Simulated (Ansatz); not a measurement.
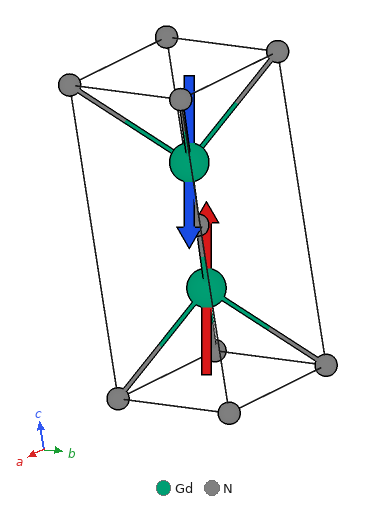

A ball-and-stick rendering, viewed slightly off an axis. The lines enclose the cell (the run's own, in a reduced setting); boundary atoms appear with their images. Arrows are the site magnetic moments above 0.25 μB (those induced on non-metal atoms are left out); longer means larger, and red and blue are up and down (without spin-orbit coupling the axis itself is arbitrary).

This is the state reached for GdN. Level of theory and settings: DFT PBE, scalar-relativistic, plane waves, PAW in Ansatz 0.2.0, wavefunction cutoff 420 eV, k-points about 0.18 Å⁻¹ apart, Gaussian smearing of 0.05 eV, collinear spins.

> What is the magnetic arrangement?

Antiferromagnetic (within this cell). Site moments: 1 Gd +6.8 μB and 1 Gd −6.8 μB. The net spin moment of the whole cell is 0.0 μB.

The structure was taken from a structure type known for this compound. Earlier steps of the study may have refined or changed the cell and positions. An electronic-structure calculation with Ansatz was run on it.
